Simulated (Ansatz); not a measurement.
## Run report: Ti, geometry relaxation (part 2 of 2)

Continued. System: Ti (Cmcm, 6 atoms in the cell). Method: DFT LDA, scalar-relativistic, plane waves, PAW, no spin polarisation (Ansatz 0.2.0); cutoff 420 eV, 5×4×24 k-mesh, Gaussian smearing of 0.1 eV. The structure derives from a Materials Project entry. It belongs to a series of runs on one base structure; here: film's bulk on the substrate's plane, third vector and atoms relaxed.

Geometry of the input (Å; fractional positions):
```
6.8848  0.0000  0.0000
-2.2949  10.2633  0.0000
-1.9125  -1.7106  1.3930
Ti 0.3056  0.0278  0.0000
Ti 0.6389  0.6944  0.0000
Ti 0.9722  0.3611  0.0000
Ti 0.6944  0.9722  0.0000
Ti 0.0278  0.6389  0.0000
Ti 0.3611  0.3056  0.0000
```

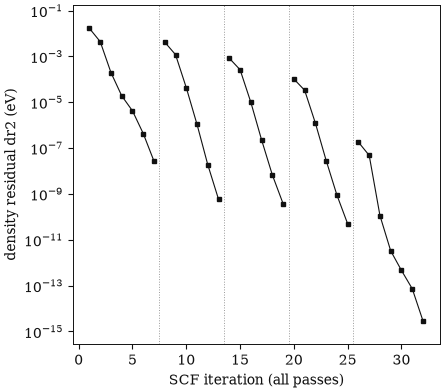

Figure 1. Convergence of the self-consistent field: density residual dr2 against the SCF iteration. The dotted lines part the SCF passes of the relaxation: geometry steps, rejected trials and re-solves on a re-selected basis. The 5 passes take 6 to 7 iterations each, 32 in all.

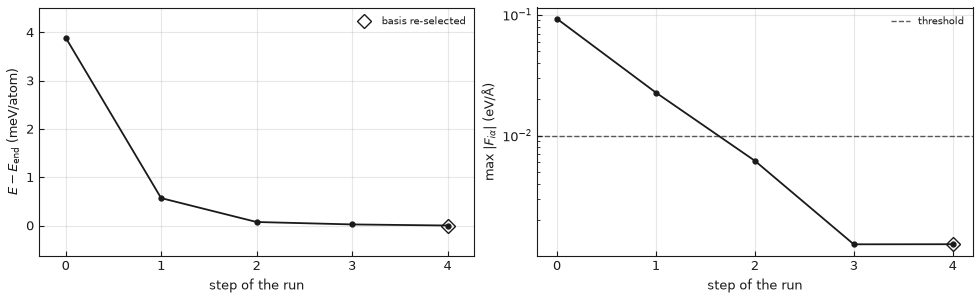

Figure 2. Progress of the relaxation, step by step (the first geometry is step 0 here and step 1 in the log).

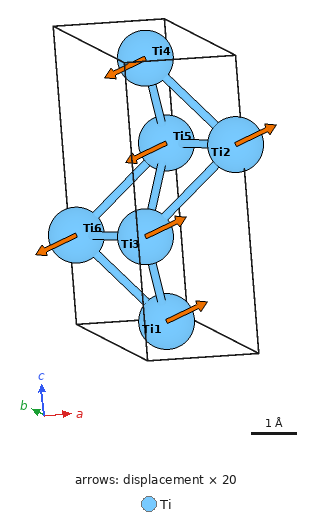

Figure 3. The starting structure with the displacements (without the part carried along by the change of the cell) as orange arrows, magnified 20 times (ball-and-stick view of the reduced cell, seen slightly off an axis). The energy falls by 3.9 meV per atom in 3 geometry steps. The largest force component goes from 0.093 to 0.0013 eV/Å. The pressure goes from −2.23 to −2.96 GPa. The largest moves relative to the cell, 0.053 Å, are those of Ti1, Ti2, Ti3, Ti4, Ti5 and Ti6. Cell: a 2.920 → 2.923 Å (+0.1 %), b 5.369 → 5.379 Å (+0.2 %), c 6.717 → 6.730 Å (+0.2 %), α 74.9° → 75.1°, β 87.8° → 88.0°, γ 75.7° → 75.5°. Volume +0.6 %. Among the contacts that change: Ti1–Ti4 2.862 → 2.800 Å, Ti1–Ti2 2.786 → 2.801 Å. The space group stays Cmcm (No. 63). A last SCF at the same geometry on a re-selected plane-wave basis shifts the energy by next to nothing (0.0 meV per atom). (Atoms are counted from 1 in the order of the input.)

```
basis re-selected at this cell: Δ(F+E_penalty+E_count) = -1.348e-4 eV, ΔP = +0.004 GPa vs the last step (what re-selecting the basis moved, of the pressure what is left beyond the Pulay correction that the steps carried, after the strain that the cell walked since its last selection, with what the two solves' SCF thresholds leave and, on support functions, any second-order correction that the steps lacked; it is no measure of the basis error at this ecutwfc). This SCF's stress stands 9.68e-3 GPa from its target on what of the cell is left free (relax.cell.stress_tol is 1.00e-1 GPa) and its largest allowed force component is 1.26e-3 eV/Å (relax.f_tol is 1.00e-2 eV/Å): within both
SCF converged after 7 iterations
Free energy (F): -14701.756299 eV
Harris-Foulkes:  -14701.756299 eV  (|F-HF|=3.64e-12)
Internal energy: -14701.718760 eV  (E = F + TS)
E sigma→0 (E₀):  -14701.737529 eV
Entropy (-TS):   -0.037538 eV (-6.256 meV/atom)
Fermi energy:    13.850813 eV
--- Per-component energies (eV) ---
  E_band       = -887.530254
  E_kinetic    = 1640.771681
  E_local      = -4731.375044  (includes V_loc(G=0)·N_el)
  E_nonlocal   = 73.055658
  E_hartree    = 1946.844437
  E_xc         = -581.606542
  E_vxc        = -731.986498  (∫ρ·V_xc dr)
  E_paw        = -5994.947766  (= ΣΔE_a)
  E_vpaw       = -1031.685553  (= ΣTr[D̂ρ^β])
  E_aug_tail   = 0.000626  (compensation charges beyond the density's cutoff)
  E_ewald      = -7056.417512
  E_core_change = 1.955702  (= ΣΔE_core)
  E_smearing   = -0.037538  (= −TS)
  E_closure    = 0.000000  (closes the sum)
  Σ components = -14701.756299   (vs F -14701.756299, Δ=0.00e0)
--- Forces (eV/Å), atoms counted from 1 ---
  atom   1  Ti     0.00125796     0.00114158     0.00005381
  atom   2  Ti     0.00125796     0.00114158     0.00005381
  atom   3  Ti     0.00125796     0.00114158     0.00005381
  atom   4  Ti    -0.00125796    -0.00114158    -0.00005381
  atom   5  Ti    -0.00125796    -0.00114158    -0.00005381
  atom   6  Ti    -0.00125796    -0.00114158    -0.00005381
  max |Σ_I F_I| component: 4.34e-19 eV/Å
--- Stress (GPa, compression-positive) ---
       -4.511994      -0.743521      -0.000718
       -0.743521      -4.362894       0.006471
       -0.000718       0.006471       0.006169
  P = ⅓ Tr σ = -2.9562 GPa (-29.562 kbar)
--- Band table (eV; the first three rows and the last of 242) ---
  k-point 0: bands = ["-42.2711", "-42.1311", "-42.1311", "-42.0975", "-42.0795", "-42.0795", "-19.2434", "-19.0535", "-19.0535", "-18.9324", "-18.9324", "-18.7083", "-18.7083", "-18.5978", "-18.5978", "-18.5242", "-18.5242", "-18.5228", "-18.4867", "-18.4867", "-18.4213", "-18.3930", "-18.3757", "-18.3330", "7.6679", "10.7316", "10.7316", "11.0822", "11.6565", "11.6565", "12.7161", "12.7161", "13.4108", "13.4108", "14.2604", "14.4546", "14.4546", "14.6113", "14.8505", "14.9833", "14.9833", "15.0385", "15.0385", "15.0997"]
  k-point 1: bands = ["-42.2635", "-42.1567", "-42.1088", "-42.0953", "-42.0936", "-42.0677", "-19.2293", "-19.1090", "-19.0149", "-19.0136", "-18.8346", "-18.7135", "-18.6648", "-18.6337", "-18.5634", "-18.5297", "-18.5253", "-18.5135", "-18.5109", "-18.4643", "-18.4595", "-18.3973", "-18.3766", "-18.3711", "7.8314", "10.2637", "11.0317", "11.2117", "11.6263", "11.6621", "12.7011", "12.8186", "13.2021", "13.5905", "14.1872", "14.3958", "14.4815", "14.5461", "14.6561", "14.7391", "14.9872", "15.0319", "15.0762", "15.2613"]
  k-point 2: bands = ["-42.2423", "-42.1802", "-42.1110", "-42.0947", "-42.0831", "-42.0624", "-19.1887", "-19.1378", "-19.0498", "-19.0107", "-18.7581", "-18.7224", "-18.6508", "-18.6036", "-18.5596", "-18.5551", "-18.5546", "-18.5335", "-18.5100", "-18.4657", "-18.4638", "-18.4476", "-18.4105", "-18.3891", "8.3039", "9.7662", "11.1855", "11.4826", "11.5617", "11.6815", "12.7929", "12.9598", "13.0693", "13.6876", "13.7819", "14.1246", "14.1677", "14.3853", "14.5998", "14.7708", "15.1026", "15.1149", "15.2501", "15.2509"]
  k-point 241: bands = ["-42.2331", "-42.1532", "-42.1309", "-42.1124", "-42.1073", "-42.0495", "-19.1232", "-19.0930", "-18.9380", "-18.9200", "-18.8520", "-18.8386", "-18.6773", "-18.5744", "-18.5586", "-18.5563", "-18.5467", "-18.5411", "-18.4970", "-18.4821", "-18.4785", "-18.4704", "-18.4094", "-18.3826", "8.5164", "10.3162", "10.8479", "11.2380", "11.2787", "11.6757", "12.1507", "13.3079", "13.3085", "13.5859", "13.6173", "14.0238", "14.2816", "14.3171", "14.5158", "14.5369", "14.8560", "14.9797", "15.0065", "15.0468"]
--- Relaxed structure (4 steps of the walk, 4 accepted, 1 SCFs on fresh bases) ---
  F+E_penalty+E_count = -14701.75629856 eV   max|allowed force component| = 1.258e-3 eV/Å   (the final SCF, on the basis selected at the relaxed cell)
  cell:  # Å, volume = 98.9740 Å³
    - [6.88484001204999, 1.3429518603975024e-7, 0.001470085512693265]
    - [-2.2949464704878864, 10.263313538636556, -0.0023651759862852893]
    - [-1.912158149651237, -1.7108068096503928, 1.4005866904545725]
  atoms:
    - { symbol: Ti, position: [0.31240502299460704, 0.03113156246013111, -7.743540733193334e-5] }
    - { symbol: Ti, position: [0.6457383563279405, 0.697798229126798, -7.74354073319331e-5] }
    - { symbol: Ti, position: [0.979071689661274, 0.3644648957934645, -7.743540733193326e-5] }
    - { symbol: Ti, position: [0.6875949770053931, 0.9688684375398688, 7.743540733193353e-5] }
    - { symbol: Ti, position: [0.02092831033872632, 0.6355351042065354, 7.743540733193353e-5] }
    - { symbol: Ti, position: [0.35426164367205965, 0.30220177087320216, 7.743540733193342e-5] }
```

Trajectory as extended XYZ (Å, eV, eV/Å), 5 frames, from step=1 to step=5
```
6
Lattice="6.8848 0.0000 0.0000 -2.2949 10.2633 0.0000 -1.9125 -1.7106 1.3930" Properties=species:S:1:pos:R:3:forces:R:3 step=1 energy=-14701.73295 pressure_GPa=-2.23
Ti    2.0400    0.2851    0.0000    0.0927   0.0784  -0.0001
Ti    2.8049    7.1273    0.0000    0.0927   0.0784  -0.0001
Ti    5.8649    3.7062    0.0000    0.0927   0.0784  -0.0001
Ti    2.5499    9.9782    0.0000   -0.0927  -0.0784   0.0001
Ti   -1.2750    6.5571    0.0000   -0.0927  -0.0784   0.0001
Ti    1.7850    3.1360    0.0000   -0.0927  -0.0784   0.0001
6
Lattice="6.8848 0.0000 0.0009 -2.2949 10.2633 -0.0000 -1.9123 -1.7105 1.4085" Properties=species:S:1:pos:R:3:forces:R:3 step=2 energy=-14701.75289 pressure_GPa=-3.59
Ti    2.0657    0.3076    0.0002    0.0227   0.0176  -0.0003
Ti    2.8306    7.1498    0.0004    0.0227   0.0176  -0.0003
Ti    5.8906    3.7287    0.0008    0.0227   0.0176  -0.0003
Ti    2.5242    9.9557    0.0007   -0.0227  -0.0176   0.0003
Ti   -1.3007    6.5346    0.0001   -0.0227  -0.0176   0.0003
Ti    1.7593    3.1135    0.0004   -0.0227  -0.0176   0.0003
6
Lattice="6.8848 0.0000 0.0006 -2.2949 10.2633 -0.0007 -1.9123 -1.7106 1.4029" Properties=species:S:1:pos:R:3:forces:R:3 step=3 energy=-14701.75586 pressure_GPa=-3.14
Ti    2.0760    0.3165    0.0000    0.0062   0.0049   0.0001
Ti    2.8410    7.1587   -0.0003    0.0062   0.0049   0.0001
Ti    5.9009    3.7376    0.0002    0.0062   0.0049   0.0001
Ti    2.5139    9.9468   -0.0002   -0.0062  -0.0049  -0.0001
Ti   -1.3110    6.5257   -0.0003   -0.0062  -0.0049  -0.0001
Ti    1.7489    3.1046    0.0001   -0.0062  -0.0049  -0.0001
6
Lattice="6.8848 0.0000 0.0015 -2.2949 10.2633 -0.0024 -1.9122 -1.7108 1.4006" Properties=species:S:1:pos:R:3:forces:R:3 step=4 energy=-14701.75616 pressure_GPa=-2.96
Ti    2.0796    0.3196    0.0003    0.0013   0.0011   0.0001
Ti    2.8445    7.1619   -0.0008    0.0013   0.0011   0.0001
Ti    5.9045    3.7407    0.0005    0.0013   0.0011   0.0001
Ti    2.5103    9.9437   -0.0012   -0.0013  -0.0011  -0.0001
Ti   -1.3146    6.5226   -0.0014   -0.0013  -0.0011  -0.0001
Ti    1.7453    3.1015   -0.0001   -0.0013  -0.0011  -0.0001
6
Lattice="6.8848 0.0000 0.0015 -2.2949 10.2633 -0.0024 -1.9122 -1.7108 1.4006" Properties=species:S:1:pos:R:3:forces:R:3 step=5 energy=-14701.75630 pressure_GPa=-2.96
Ti    2.0796    0.3196    0.0003    0.0013   0.0011   0.0001
Ti    2.8445    7.1619   -0.0008    0.0013   0.0011   0.0001
Ti    5.9045    3.7407    0.0005    0.0013   0.0011   0.0001
Ti    2.5103    9.9437   -0.0012   -0.0013  -0.0011  -0.0001
Ti   -1.3146    6.5226   -0.0014   -0.0013  -0.0011  -0.0001
Ti    1.7453    3.1015   -0.0001   -0.0013  -0.0011  -0.0001
```
